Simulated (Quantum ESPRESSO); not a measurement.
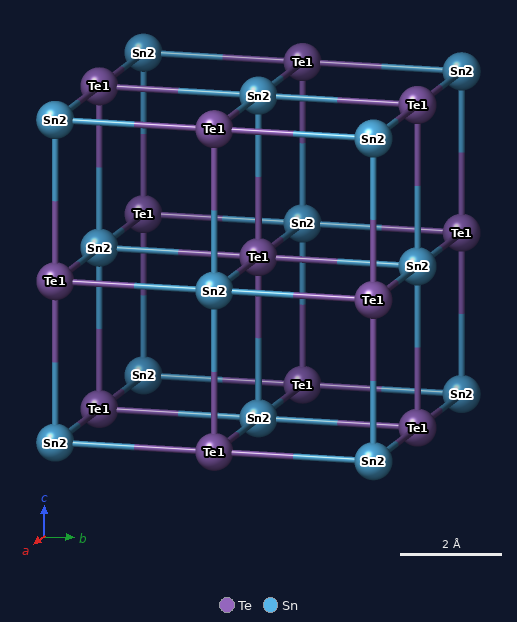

Figure 1. The structure as given in the input (ball-and-stick view of the cell 4 times as large as that of the calculation, set on its symmetry axes, seen slightly off an axis; atoms are numbered from 1 in the order of the input). An atom can appear more than once, as a periodic image. Near neighbours in the periodic cell (some may lie outside the picture): Te has 6 Sn at 3.30 Å; Sn has 6 Te at 3.30 Å.

## Projected density-of-states run, with input and output: SnTe (part 1 of 2)

The run: projected density-of-states run of SnTe (2 atoms in the cell). Method and program: Kohn-Sham DFT of a periodic cell, rev-vdW-DF2, JTH 2.0 PBE, no spin polarisation (Quantum ESPRESSO 7.5).

The structure derives from an entry of the Crystallography Open Database. The geometry was changed: volume scaled by 1.15.

**The program's output**
```
This program is part of the open-source Quantum ESPRESSO suite
     for quantum simulation of materials; please cite
         "P. Giannozzi et al., J. Phys.:Condens. Matter 21 395502 (2009);
         "P. Giannozzi et al., J. Phys.:Condens. Matter 29 465901 (2017);
         "P. Giannozzi et al., J. Chem. Phys. 152 154105 (2020);
          URL
     in publications or presentations arising from this work. More details at

     file Te.GGA_PBE-JTH.UPF: wavefunction(s)  0S 0P renormalized
     file Sn.GGA_PBE-JTH.UPF: wavefunction(s)  0S 5P 0P 4D 0D renormalized

     IMPORTANT: XC functional enforced from input :
     Exchange-correlation= VDW-DF2-B86R
                           (   1   4  26   0   2   0   0)
     Any further DFT definition will be discarded
     Please, verify this is what you really want

     G-vector sticks info
     --------------------
     sticks:   dense  smooth     PW     G-vecs:    dense   smooth      PW
     Sum        1159     769    241                26133    14163    2445

     Using Slab Decomposition

     bravais-lattice index     =            2
     lattice parameter (alat)  =      12.4764  a.u.
     unit-cell volume          =     485.5206 (a.u.)^3
     number of atoms/cell      =            2
     number of atomic types    =            2
     number of electrons       =        20.00
     number of Kohn-Sham states=           16
     kinetic-energy cutoff     =      36.0000  Ry
     charge density cutoff     =     216.0000  Ry
     scf convergence threshold =      1.0E-07
     mixing beta               =       0.5000
     number of iterations used =            8  plain     mixing
     Exchange-correlation= VDW-DF2-B86R
                           (   1   4  26   0   2   0   0)

     celldm(1)=  12.476398  celldm(2)=   0.000000  celldm(3)=   0.000000
     celldm(4)=   0.000000  celldm(5)=   0.000000  celldm(6)=   0.000000

     crystal axes: (cart. coord. in units of alat)
               a(1) = (  -0.500000   0.000000   0.500000 )
               a(2) = (   0.000000   0.500000   0.500000 )
               a(3) = (  -0.500000   0.500000   0.000000 )

     reciprocal axes: (cart. coord. in units 2 pi/alat)
               b(1) = ( -1.000000 -1.000000  1.000000 )
               b(2) = (  1.000000  1.000000  1.000000 )
               b(3) = ( -1.000000  1.000000 -1.000000 )

     PseudoPot. # 1 for Te read from file:
     Te.GGA_PBE-JTH.UPF
     Pseudo is Projector augmented-wave + core cor, Zval =  6.0
     Generated using ATOMPAW code
     Shape of augmentation charge: SINC**2
     Using radial grid of 1093 points,  4 beta functions with:
                l(1) =   0
                l(2) =   0
                l(3) =   1
                l(4) =   1
     Q(r) pseudized with 0 coefficients

     PseudoPot. # 2 for Sn read from file:
     Sn.GGA_PBE-JTH.UPF
     Pseudo is Projector augmented-wave + core cor, Zval = 14.0
     Generated using ATOMPAW code
     Shape of augmentation charge: BESSEL
     Using radial grid of 1090 points,  6 beta functions with:
                l(1) =   0
                l(2) =   0
                l(3) =   1
                l(4) =   1
                l(5) =   2
                l(6) =   2
     Q(r) pseudized with 0 coefficients

     atomic species   valence    mass     pseudopotential
     Te                6.00   127.60000     Te( 1.00)
     Sn               14.00   118.71000     Sn( 1.00)

     No symmetry found

   Cartesian axes

     site n.     atom                  positions (alat units)
         1        Te     tau(   1) = (  -0.5000000   0.5000000   0.5000000  )
         2        Sn     tau(   2) = (   0.0000000   0.0000000   0.0000000  )

     number of k points=   172

     Number of k-points >= 100: set verbosity='high' to print them.

     Dense  grid:    26133 G-vectors     FFT dimensions: (  45,  45,  45)

     Smooth grid:    14163 G-vectors     FFT dimensions: (  36,  36,  36)

     Check: negative core charge=   -0.000004

     Initial potential from superposition of free atoms

     starting charge      19.9984, renormalised to      20.0000

     negative rho (up, down):  5.326E-03 0.000E+00

     %%%%%%%%%%%%%%%%%%%%%%%%%%%%%%%%%%%%%%%%%%%%%%%%%%%%%%%%%%%%%%%%%%%%%%%%
     %                                                                      %
     % You are using vdW-DF, which was implemented by the Thonhauser group. %
     % Please cite the following two papers that made this development      %
     % possible and the two reviews that describe the various versions:     %
     %                                                                      %
     %   T. Thonhauser et al., PRL 115, 136402 (2015).                      %
     %   T. Thonhauser et al., PRB 76, 125112 (2007).                       %
     %   K. Berland et al., Rep. Prog. Phys. 78, 066501 (2015).             %
     %   D.C. Langreth et al., J. Phys.: Condens. Matter 21, 084203 (2009). %
     %                                                                      %
     % If you are calculating stress with vdW-DF, please also cite:         %
     %                                                                      %
     %   R. Sabatini et al., J. Phys.: Condens. Matter 24, 424209 (2012).   %
     %                                                                      %
     %%%%%%%%%%%%%%%%%%%%%%%%%%%%%%%%%%%%%%%%%%%%%%%%%%%%%%%%%%%%%%%%%%%%%%%%

     %%%%%%%%%%%%%%%%%%%%%%%%%%%%%%%%%%%%%%%%%%%%%%%%%%%%%%%%%%%%%%%%%%%%%%%%
     %                                                                      %
     %  vdW-DF NEWS:                                                        %
     %                                                                      %
     %  * vdW-DF3 is now available. DOI: 10.1021/acs.jctc.0c00471           %
     %    use with input_dft = 'vdW-DF3-opt1' or 'vdW-DF3-opt2'             %
     %                                                                      %
     %  * Unscreened and range-separated hybrid vdW-DF-cx functionals       %
     %    DOI: 10.1063/1.4986522 and 10.1088/1361-648X/ac2ad2               %
     %    use with input_dft = 'vdW-DF-cx0'    and 'vdW-DF-ahcx'            %
     %  * Unscreened and range-separated hybrid vdW-DF2-b86r functionals    %
     %    DOI: 10.1063/1.4986522 and DOI: 10.1103/PhysRevX.12.041003        %
     %    use with input_dft = 'vdW-DF2-br0' and 'vdW-DF2-ahbr'             %
     %                                                                      %
     %%%%%%%%%%%%%%%%%%%%%%%%%%%%%%%%%%%%%%%%%%%%%%%%%%%%%%%%%%%%%%%%%%%%%%%%

     Starting wfcs are   26 randomized atomic wfcs

     Self-consistent Calculation

     iteration #  1     ecut=    36.00 Ry     beta= 0.50
     Davidson diagonalization with overlap
     ethr =  1.00E-02,  avg # of iterations =  7.9

     Threshold (ethr) on eigenvalues was too large:
     Diagonalizing with lowered threshold

     Davidson diagonalization with overlap
     ethr =  1.70E-04,  avg # of iterations =  5.1

     negative rho (up, down):  6.175E-03 0.000E+00

     total energy              =    -800.34431376 Ry
     estimated scf accuracy    <       0.03395385 Ry

     iteration #  2     ecut=    36.00 Ry     beta= 0.50
     Davidson diagonalization with overlap
     ethr =  1.70E-04,  avg # of iterations =  2.2

     negative rho (up, down):  6.065E-03 0.000E+00

     total energy              =    -800.35469708 Ry
     estimated scf accuracy    <       0.00417074 Ry

     iteration #  3     ecut=    36.00 Ry     beta= 0.50
     Davidson diagonalization with overlap
     c_bands:  1 eigenvalues not converged
     ethr =  2.09E-05,  avg # of iterations =  3.8

     negative rho (up, down):  6.239E-03 0.000E+00

     total energy              =    -800.35657483 Ry
     estimated scf accuracy    <       0.00039885 Ry

     iteration #  4     ecut=    36.00 Ry     beta= 0.50
     Davidson diagonalization with overlap
     c_bands:  1 eigenvalues not converged
     c_bands:  1 eigenvalues not converged
     c_bands:  1 eigenvalues not converged
     c_bands:  1 eigenvalues not converged
     c_bands:  1 eigenvalues not converged
     ethr =  1.99E-06,  avg # of iterations =  6.6

     negative rho (up, down):  6.312E-03 0.000E+00

     total energy              =    -800.35679904 Ry
     estimated scf accuracy    <       0.00007767 Ry

     iteration #  5     ecut=    36.00 Ry     beta= 0.50
     Davidson diagonalization with overlap
     ethr =  3.88E-07,  avg # of iterations =  2.1

     negative rho (up, down):  6.334E-03 0.000E+00

     total energy              =    -800.35682115 Ry
     estimated scf accuracy    <       0.00000934 Ry

     iteration #  6     ecut=    36.00 Ry     beta= 0.50
     Davidson diagonalization with overlap
     ethr =  4.67E-08,  avg # of iterations =  2.6

     negative rho (up, down):  6.336E-03 0.000E+00

     total energy              =    -800.35682345 Ry
     estimated scf accuracy    <       0.00000014 Ry

     iteration #  7     ecut=    36.00 Ry     beta= 0.50
     Davidson diagonalization with overlap
     ethr =  6.83E-10,  avg # of iterations =  5.7

     negative rho (up, down):  6.336E-03 0.000E+00

     End of self-consistent calculation

     Number of k-points >= 100: set verbosity='high' to print the bands.

     highest occupied, lowest unoccupied level (ev):     5.7056    6.4292

!    total energy              =    -800.35682383 Ry
     total all-electron energy =      -800.356824 Ry
     estimated scf accuracy    <       0.00000002 Ry

     The total energy is the sum of the following terms:
     one-electron contribution =     -72.98823646 Ry
     hartree contribution      =      60.62354592 Ry
     xc contribution           =     -35.69305230 Ry
     ewald contribution        =     -99.92973701 Ry
     one-center paw contrib.   =    -652.36934398 Ry

     convergence has been achieved in   7 iterations

     negative rho (up, down):  6.336E-03 0.000E+00

     Forces acting on atoms (cartesian axes, Ry/au):

     atom    1 type  1   force =    -0.00001270   -0.00006947   -0.00008205
     atom    2 type  2   force =     0.00001270    0.00006947    0.00008205

     Total force =     0.000153     Total SCF correction =     0.000317
     SCF correction compared to forces is large: reduce conv_thr to get better values

     Computing stress (Cartesian axis) and pressure

     negative rho (up, down):  6.336E-03 0.000E+00
          total   stress  (Ry/bohr**3)                   (kbar)     P=      -39.54
  -0.00026880   0.00000006   0.00000007          -39.54        0.01        0.01
   0.00000006  -0.00026878   0.00000002            0.01      -39.54        0.00
   0.00000007   0.00000002  -0.00026881            0.01        0.00      -39.54

=------------------------------------------------------------------------------=
   JOB DONE.
=------------------------------------------------------------------------------=
```

**File pp_density.out**
```
This program is part of the open-source Quantum ESPRESSO suite
     for quantum simulation of materials; please cite
         "P. Giannozzi et al., J. Phys.:Condens. Matter 21 395502 (2009);
         "P. Giannozzi et al., J. Phys.:Condens. Matter 29 465901 (2017);
         "P. Giannozzi et al., J. Chem. Phys. 152 154105 (2020);
          URL
     in publications or presentations arising from this work. More details at

     ./tmp/pwscf.save/
     file Te.GGA_PBE-JTH.UPF: wavefunction(s)  0S 0P renormalized
     file Sn.GGA_PBE-JTH.UPF: wavefunction(s)  0S 5P 0P 4D 0D renormalized

     IMPORTANT: XC functional enforced from input :
     Exchange-correlation= VDW-DF2-B86R
                           (   1   4  26   0   2   0   0)
     Any further DFT definition will be discarded
     Please, verify this is what you really want

     G-vector sticks info
     --------------------
     sticks:   dense  smooth     PW     G-vecs:    dense   smooth      PW
     Sum        1159     769    241                26133    14163    2445

     Using Slab Decomposition

     Check: negative core charge=   -0.000004

     negative rho (up, down):  6.336E-03 0.000E+00
```
